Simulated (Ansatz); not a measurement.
Al (Im-3m, No. 229): coordinates from a relaxation with DFT, RPBE, plane waves (420 eV) with PAW, scalar-relativistic in Ansatz; the starting structure was generated, so it need not be a known form of this composition.

```cif
data_structure
_symmetry_space_group_name_H-M 'P 1'
_symmetry_Int_Tables_number 1
_cell_length_a 3.2569
_cell_length_b 3.2569
_cell_length_c 3.2569
_cell_angle_alpha 90.000
_cell_angle_beta 90.000
_cell_angle_gamma 90.000
_cell_volume 34.55
loop_
_atom_site_label
_atom_site_type_symbol
_atom_site_fract_x
_atom_site_fract_y
_atom_site_fract_z
_atom_site_occupancy
Al1 Al 0.00000 0.00000 0.00000 1
Al2 Al 0.50000 0.50000 0.50000 1
```

What will a Z-contrast image along [001] show? Simulation: incoherent imaging, intensity Z^1.7 per atom, probe width 1.30 Å, thin sample. The probe carries 25 % of its weight in a tail 2.5 times as wide. Shot noise and a slight drift were added.

Answer. The columns repeat on a square net with a repeat of 2.30 Å (plane group p4mm). All columns are alike (Al). The shortest distance between visible columns is 2.30 Å in projection. Along the beam the structure repeats every 3.26 Å.

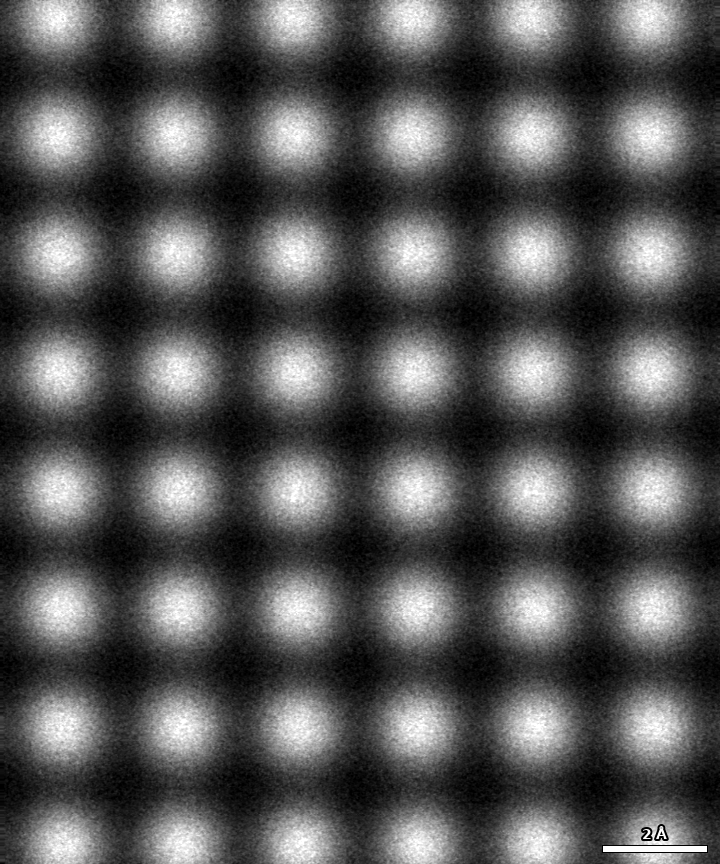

The simulated image.
